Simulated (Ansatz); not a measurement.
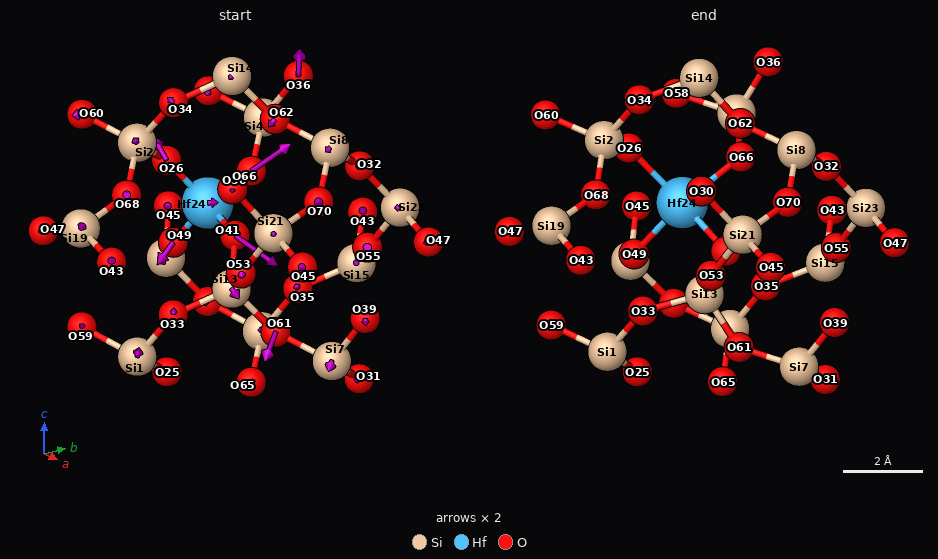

The structure of a defect cell of composition Si23HfO48 (cell charge −1) before (left) and after (right) a relaxation, at one scale. The purple arrows give the displacements, 2 times their true length.

The picture is a ball-and-stick view of the atoms within 5.0 Å of the atom that moves most (axes of the cell of the calculation (origin shifted)), seen slightly off an axis.

All numbers below come from DFT, PBEsol, PAW, plane waves (Ansatz). (plane-wave cutoff 420 eV; k-point mesh 1 × 1 × 1; mesh shifted by (0.25, 0.25, 0.25); collinear spin; atoms relaxed in a fixed cell; force threshold 0.03 eV/Å; at most 80 steps)

Summarise the run.

Answer. An O atom moves most: 0.69 Å roughly along [3 3 −2]. Largest moves by element: O 0.69 Å, Si 0.22 Å, Hf 0.15 Å. The cell doesn't change. Among the contacts that change: Hf–O 1.595 → 1.980 Å, Hf–O 1.627 → 1.992 Å, O–Si 1.572 → 1.628 Å, O–Si 1.587 → 1.641 Å. Bond angles that change, for instance: O–Hf–O 108.9° → 133.3°, O–Hf–O 111.6° → 134.3°, Si–O–Hf 144.0° → 124.1°. After 14 geometry steps the energy has fallen by 11.145 eV per cell of the calculation. Largest force component: 19 eV/Å at the start, 0.018 eV/Å at the end. Cost: 17 s on 1 × NVIDIA GB200 with 8 threads of Arm Neoverse-V2, peak memory 2.1 GiB.

Limits of the set-up: the cell is charged, on a uniform background, and energies carry no finite-size correction.
